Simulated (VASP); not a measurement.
## Which face does K expose?

Which face of K is cheapest, and which holds its electrons hardest?

Main program and level: VASP 6.6.1; PBE; plane waves and PAW (K_pv).

## Step 1: Set-up

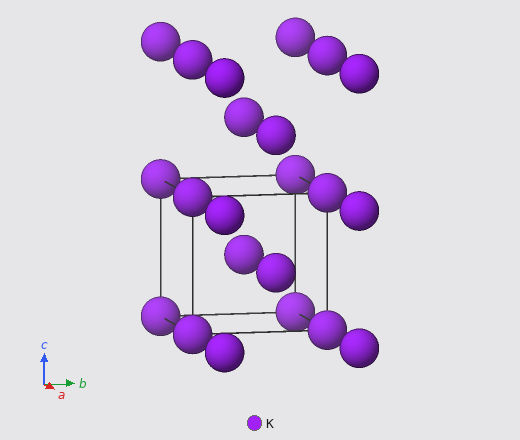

The cell as given, slightly off an axis (potassium purple). 2×1×2 cells are drawn. This picture shows the conventional cell, with its axes. Some periodic images of atoms are drawn too.

## Step 2: The bulk reference, job relaxation, k-mesh 10×10×10

The bulk crystal is relaxed first, so that the slabs are cut at this functional's lattice.

Input file INCAR:

```
SYSTEM = K
PREC = Accurate
ENCUT = 420
EDIFF = 1E-06
NELM = 120
ISMEAR = 1
SIGMA = 0.15
LREAL = .FALSE.
ALGO = Normal
GGA = PE
NBANDS = 9
LORBIT = 11
LWAVE = .FALSE.
LCHARG = .FALSE.
KPAR = 4
LASPH = .TRUE.
IBRION = 2
NSW = 30
ISIF = 3
EDIFFG = -0.01
POTIM = 0.4
```

Input file POSCAR:

```
K
1.0
   -2.6150000000      2.6150000000      2.6150000000
    2.6150000000     -2.6150000000      2.6150000000
    2.6150000000      2.6150000000     -2.6150000000
K
1
Direct
    0.0000000000      0.0000000000      0.0000000000
```

Input file KPOINTS:

```
Automatic mesh
0
Gamma
10 10 10
0 0 0
```

The projector-augmented-wave data sets are K_pv (PBE family, release 64).

The run is started by

```console
$ mpirun -np 4 vasp_std
```

Output:

```text
[banner, memory and clock lines left out]
running    4 mpi-ranks, on    1 nodes
 distrk:  each k-point on    1 cores,    4 groups
 distr:  one band on    1 cores,    1 groups

 POSCAR found type information on POSCAR K
 POSCAR found :  1 types and       1 ions
 LDA part: xc-table for (Slater+PW92), standard interpolation
 POSCAR, INCAR and KPOINTS ok, starting setup
 FFT: planning ... GRIDC
 FFT: planning ... GRID_SOFT
 FFT: planning ... GRID
 WAVECAR not read
 entering main loop
       N       E                     dE             d eps       ncg     rms          rms(c)
DAV:   1     0.117992406457E+02    0.11799E+02   -0.27777E+03   862   0.448E+02
DAV:   2    -0.929748064797E+00   -0.12729E+02   -0.12680E+02   974   0.821E+01
DAV:   3    -0.102268771706E+01   -0.92940E-01   -0.92920E-01  1244   0.740E+00
DAV:   4    -0.102286707300E+01   -0.17936E-03   -0.17935E-03  1018   0.254E-01
DAV:   5    -0.102286807010E+01   -0.99710E-06   -0.99720E-06  1138   0.179E-02    0.140E+00
DAV:   6    -0.102338718269E+01   -0.51911E-03   -0.10187E-03  1030   0.213E-01    0.869E-01
DAV:   7    -0.102405624037E+01   -0.66906E-03   -0.23056E-03   973   0.318E-01    0.439E-02
DAV:   8    -0.102409393202E+01   -0.37692E-04   -0.81167E-05   946   0.715E-02    0.110E-02
DAV:   9    -0.102409636654E+01   -0.24345E-05   -0.67242E-06  1012   0.174E-02    0.273E-03
DAV:  10    -0.102409571607E+01    0.65048E-06   -0.14938E-06   945   0.877E-03
   1 F= -.10240957E+01 E0= -.10236935E+01  d E =-.102410E+01
 curvature:   0.00 expect dE= 0.000E+00 dE for cont linesearch  0.000E+00
 trial: gam= 0.00000 g(F)=  0.240E-62 g(S)=  0.376E-03 ort = 0.000E+00 (trialstep = 0.100E+01)
 search vector abs. value=  0.376E-03
 bond charge predicted
       N       E                     dE             d eps       ncg     rms          rms(c)
DAV:   1    -0.102561064208E+01   -0.15143E-02   -0.25469E-02   861   0.117E+00    0.164E-01
DAV:   2    -0.102476664447E+01    0.84400E-03   -0.88596E-04   868   0.209E-01    0.817E-02
DAV:   3    -0.102444576285E+01    0.32088E-03   -0.78864E-04   888   0.204E-01    0.340E-02
DAV:   4    -0.102443087529E+01    0.14888E-04   -0.10077E-05   962   0.223E-02    0.448E-03
DAV:   5    -0.102443109080E+01   -0.21551E-06   -0.13917E-06   959   0.863E-03
   2 F= -.10244311E+01 E0= -.10240294E+01  d E =-.335375E-03
[...]
3 F= -.10249887E+01 E0= -.10245883E+01  d E =-.892948E-03
 curvature:  -2.21 expect dE=-0.349E-04 dE for cont linesearch -0.349E-04
 ZBRENT: extrapolating
 opt :   5.0709  next Energy=    -1.025030 (dE=-0.934E-03)
 bond charge predicted
       N       E                     dE             d eps       ncg     rms          rms(c)
DAV:   1    -0.102635995414E+01   -0.13711E-02   -0.28740E-02   857   0.124E+00    0.174E-01
DAV:   2    -0.102540803439E+01    0.95192E-03   -0.99859E-04   867   0.221E-01    0.868E-02
DAV:   3    -0.102504579648E+01    0.36224E-03   -0.88963E-04   883   0.216E-01    0.360E-02
DAV:   4    -0.102502930233E+01    0.16494E-04   -0.11248E-05   969   0.235E-02    0.483E-03
DAV:   5    -0.102502951088E+01   -0.20855E-06   -0.16001E-06   973   0.925E-03
   4 F= -.10250295E+01 E0= -.10246296E+01  d E =-.933795E-03
 curvature:  -2.61 expect dE=-0.208E-06 dE for cont linesearch -0.208E-06
 trial: gam= 0.00000 g(F)=  0.912E-62 g(S)=  0.794E-07 ort =-0.547E-05 (trialstep = 0.181E+01)
 search vector abs. value=  0.795E-07
 reached required accuracy - stopping structural energy minimisation
```

Elapsed: 15 s, on 4 MPI ranks of AMD EPYC 7R43, shared host; peak memory 0.58 GiB.

Lines that name or quote the potential files are left out of all logs, and their timing lines are given in words.

Parts of OUTCAR (step 2):

```text
ion  position               nearest neighbor table
   1  0.000  0.000  0.000-

  LATTYP: Found a body centered cubic cell.
 ALAT       =     5.2300000000

 Subroutine GETGRP returns: Found 48 space group operations
 (whereof 48 operations were pure point group operations)

The static configuration has the point symmetry O_h .

 Found     47 irreducible k-points:

   k-points           NKPTS =     47   k-points in BZ     NKDIM =     47   number of bands    NBANDS=      9

   dimension x,y,z NGX =    30 NGY =   30 NGZ =   30
   dimension x,y,z NGXF=    60 NGYF=   60 NGZF=   60

   ENCUT  =  420.0 eV  30.87 Ry    5.56 a.u.   7.57  7.57  7.57*2*pi/ulx,y,z

   NELECT =       7.0000    total number of electrons

 k-points in reciprocal lattice and weights: Automatic mesh
   0.00000000  0.00000000  0.00000000       0.001
   0.10000000  0.00000000  0.00000000       0.012
   0.20000000  0.00000000  0.00000000       0.012
   0.30000000  0.00000000  0.00000000       0.012
   0.40000000  0.00000000  0.00000000       0.012
   0.50000000  0.00000000  0.00000000       0.006
   0.10000000  0.10000000  0.00000000       0.024
   0.20000000  0.10000000  0.00000000       0.048
   0.30000000  0.10000000 -0.00000000       0.048
[...]
0.50000000  0.50000000  0.40000000       0.012
   0.50000000  0.50000000  0.50000000       0.001

 average (electrostatic) potential at core
       1 -17.4000

 E-fermi :  -1.1985

 k-point     1 :       0.0000    0.0000    0.0000
  band No.  band energies     occupation
      1     -16.7835      2.00000
      2     -16.7835      2.00000
      3     -16.7835      2.00000
      4      -3.3511      2.00000
      5       3.1197      0.00000
      6       3.1197      0.00000
      7       3.1197      0.00000
      8       4.0598      0.00000
      9       4.0598      0.00000

 k-point     2 :       0.1000    0.0000    0.0000
  band No.  band energies     occupation
      1     -16.7899      2.00000
      2     -16.7857      2.00000
      3     -16.7835      2.00000
      4      -3.2271      2.00000
      5       2.9138      0.00000
      6       2.9563      0.00000
      7       3.2211      0.00000
      8       3.8551      0.00000
      9       4.0256      0.00000

 k-point     3 :       0.2000    0.0000    0.0000
  band No.  band energies     occupation
      1     -16.8067      2.00000
      2     -16.7913      2.00000
      3     -16.7835      2.00000
      4      -2.8631      2.00000
      5       2.1902      0.00000
      6       2.6089      0.00000
      7       3.5213      0.00000
      8       3.8250      0.00000
      9       3.9896      0.00000

  Total       -0.0008282     -0.0008282     -0.0008282     -0.0000000     -0.0000000      0.0000000
  in kB       -0.0179443     -0.0179443     -0.0179443     -0.0000000     -0.0000000      0.0000000
  external PRESSURE =      -0.0179443 kB  Pullay stress =       0.0000000 kB

  energy-cutoff  :      420.00
  volume of cell :       73.95
      direct lattice vectors                 reciprocal lattice vectors
    -2.644179804  2.644179804  2.644179804     0.000000000  0.189094554  0.189094554
     2.644179804 -2.644179804  2.644179804     0.189094554  0.000000000  0.189094554
     2.644179804  2.644179804 -2.644179804     0.189094554  0.189094554  0.000000000

 POSITION                                       TOTAL-FORCE (eV/Angst)
 -----------------------------------------------------------------------------------
      2.64418     -2.64418      2.64418        -0.000000      0.000000     -0.000000
 -----------------------------------------------------------------------------------
    total drift:                                0.000000     -0.000000      0.000000

  FREE ENERGIE OF THE ION-ELECTRON SYSTEM (eV)
  ---------------------------------------------------
  free  energy   TOTEN  =        -1.0250295109 eV

  energy  without entropy=       -1.0238298535  energy(sigma->0) =       -1.02462963

 reached required accuracy - stopping structural energy minimisation

 total charge
# of ion       s       p       d       tot
------------------------------------------
    1        0.149   6.007   0.011   6.167

[... 3 further parts left out ...]
```

CONTCAR:

```
K
   1.00000000000000
    -2.6441798035260731    2.6441798035260731    2.6441798035260731
     2.6441798035260731   -2.6441798035260731    2.6441798035260731
     2.6441798035260731    2.6441798035260731   -2.6441798035260731
  K
     1
Direct
     0.0000000000000000    1.0000000000000000    0.0000000000000000
```

This run has no spin polarisation. Its electron count is odd, so without a moment it is a metal by construction. The k-mesh is coarse for a metal. The run keeps the 48 symmetry operations of its start, so it cannot find a distortion of lower symmetry.

The steps of the relaxation:

```
step  energy less that of the first step (eV)  largest force (eV/Å)  pressure (GPa)  volume (Å³)
   1                                   0.0000                0.0000            0.13        71.53
   2                                  -0.0003                0.0000            0.10        72.00
   3                                  -0.0009                0.0000            0.03        73.43
   4                                  -0.0009                0.0000            0.00        73.95
```

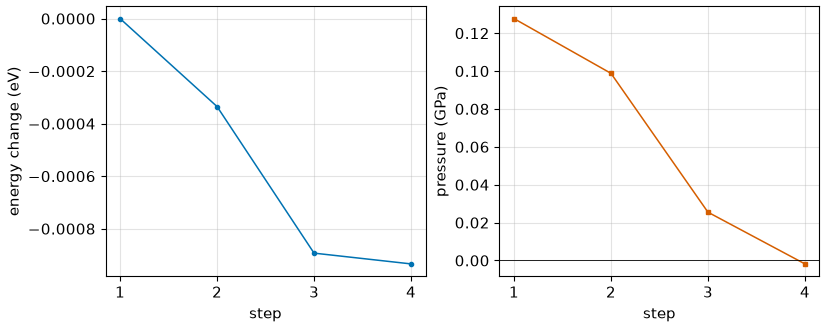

Energy and pressure along the relaxation.

```
conventional cell, symmetrised  before  after  change
                         a (Å)   5.230  5.288  +1.1 %
                         b (Å)   5.230  5.288  +1.1 %
                         c (Å)   5.230  5.288  +1.1 %
              volume (Å³/atom)   71.53  73.95  +3.4 %
```

The relaxed structure:

```
K
1.0
    -2.64418    2.64418    2.64418
     2.64418   -2.64418    2.64418
     2.64418    2.64418   -2.64418
K
1
Direct
  0.00000 0.00000 0.00000
```

This step gave:

- electronic cycles: 26
- electrons: 7
- free energy (TOTEN): -1.025 eV
- energy at zero smearing: -1.025 eV
- Fermi energy: -1.198 eV
- metallic: yes

The run ended after 4 ionic steps, 0.001 eV below its first step, once forces and stress met EDIFFG = -0.01.

Energy at zero smearing: -1.02463 eV.

## Step 3: The bulk reference, job self-consistent run, k-mesh 13×13×13

Input file INCAR:

```
SYSTEM = K
PREC = Normal
ENCUT = 320
EDIFF = 1E-06
NELM = 120
ISMEAR = 1
SIGMA = 0.15
LREAL = .FALSE.
ALGO = Fast
GGA = PE
NBANDS = 9
LORBIT = 11
LWAVE = .FALSE.
LCHARG = .FALSE.
KPAR = 4
LASPH = .TRUE.
```

Input file POSCAR:

```
K
1.0
   -2.6441798035      2.6441798035      2.6441798035
    2.6441798035     -2.6441798035      2.6441798035
    2.6441798035      2.6441798035     -2.6441798035
K
1
Direct
    0.0000000000      0.0000000000      0.0000000000
```

Input file KPOINTS:

```
Automatic mesh
0
Gamma
13 13 13
0 0 0
```

The run is started by

```console
$ mpirun -np 4 vasp_std
```

Output:

```text
[... set-up lines as in an earlier step ...]
 entering main loop
       N       E                     dE             d eps       ncg     rms          rms(c)
DAV:   1     0.859670667873E+01    0.85967E+01   -0.25739E+03  1664   0.375E+02
DAV:   2    -0.948874567605E+00   -0.95456E+01   -0.95066E+01  1712   0.679E+01
DAV:   3    -0.102595969706E+01   -0.77085E-01   -0.77068E-01  2154   0.639E+00
DAV:   4    -0.102614017032E+01   -0.18047E-03   -0.18047E-03  1779   0.256E-01
DAV:   5    -0.102614089531E+01   -0.72499E-06   -0.72506E-06  2140   0.165E-02    0.133E+00
RMM:   6    -0.102677903860E+01   -0.63814E-03   -0.70069E-04  1557   0.180E-01    0.819E-01
RMM:   7    -0.102750982984E+01   -0.73079E-03   -0.19078E-03  1654   0.306E-01    0.424E-02
RMM:   8    -0.102755584713E+01   -0.46017E-04   -0.11070E-04  1979   0.901E-02    0.660E-03
RMM:   9    -0.102755747592E+01   -0.16288E-05   -0.20351E-05  2041   0.422E-02    0.375E-03
RMM:  10    -0.102755729473E+01    0.18119E-06   -0.43679E-06  2070   0.176E-02
   1 F= -.10275573E+01 E0= -.10274129E+01  d E =-.433087E-03
```

It took 4.4 s on 4 MPI ranks; peak memory 0.4 GiB.

From OUTCAR (step 3):

```text
  LATTYP: Found a body centered cubic cell.
 ALAT       =     5.2883596070

The static configuration has the point symmetry O_h .

 Found     84 irreducible k-points:

   k-points           NKPTS =     84   k-points in BZ     NKDIM =     84   number of bands    NBANDS=      9

   dimension x,y,z NGX =    20 NGY =   20 NGZ =   20
   dimension x,y,z NGXF=    40 NGYF=   40 NGZF=   40

   ENCUT  =  320.0 eV  23.52 Ry    4.85 a.u.   6.68  6.68  6.68*2*pi/ulx,y,z

   NELECT =       7.0000    total number of electrons

 E-fermi :  -1.1725

 k-point     1 :       0.0000    0.0000    0.0000
  band No.  band energies     occupation
      1     -16.7827      2.00000
      2     -16.7827      2.00000
      3     -16.7827      2.00000
      4      -3.3508      2.00000
      5       3.1202      0.00000
      6       3.1202      0.00000
      7       3.1202      0.00000
      8       4.0602      0.00000
      9       4.0602      0.00000

 k-point     2 :       0.0769    0.0000    0.0000
  band No.  band energies     occupation
      1     -16.7865      2.00000
      2     -16.7840      2.00000
      3     -16.7827      2.00000
      4      -3.2773      2.00000
      5       3.0083      0.00000
      6       3.0195      0.00000
      7       3.1803      0.00000
      8       3.9105      0.00000
      9       4.0382      0.00000

  Total       -0.0066227     -0.0066227     -0.0066227      0.0000000      0.0000000      0.0000000
  in kB       -0.1434873     -0.1434873     -0.1434873      0.0000000      0.0000000      0.0000000
  external PRESSURE =      -0.1434873 kB  Pullay stress =       0.0000000 kB

  energy-cutoff  :      320.00
  volume of cell :       73.95
      direct lattice vectors                 reciprocal lattice vectors
    -2.644179804  2.644179804  2.644179804     0.000000000  0.189094554  0.189094554
     2.644179804 -2.644179804  2.644179804     0.189094554  0.000000000  0.189094554
     2.644179804  2.644179804 -2.644179804     0.189094554  0.189094554  0.000000000

 POSITION                                       TOTAL-FORCE (eV/Angst)
 -----------------------------------------------------------------------------------
      0.00000      0.00000      0.00000         0.000000      0.000000      0.000000
 -----------------------------------------------------------------------------------
    total drift:                                0.000000     -0.000000      0.000000

  FREE ENERGIE OF THE ION-ELECTRON SYSTEM (eV)
  ---------------------------------------------------
  free  energy   TOTEN  =        -1.0275572947 eV

  energy  without entropy=       -1.0271242074  energy(sigma->0) =       -1.02741293

 total charge
# of ion       s       p       d       tot
------------------------------------------
    1        0.149   6.006   0.011   6.167

[... 2 parts as in an earlier step ...]

[... 6 further parts left out ...]
```

Numbers from this step:

* electronic cycles: 10
* free energy (TOTEN): -1.028 eV
* energy at zero smearing: -1.027 eV
* Fermi energy: -1.173 eV

Energy at zero smearing: -1.02741 eV.

The run ends at a pressure of -0.01 GPa.

(Continued in part 2 of 4.)

[Lines on the potential files, build, host, timing and source positions are cut from VASP's logs without a mark.]

[Logs are printed without paths, hosts, clocks, repeated set-up lines and the standing remarks that a program may print on its own settings, such as how far it seeks lower states.]

[Hosts, paths, dates, database ids (printed as entryN), source tags and the programs' standing remarks are cut or masked in the printed files.]

[Runs that stopped without an error message from VASP are left out.]
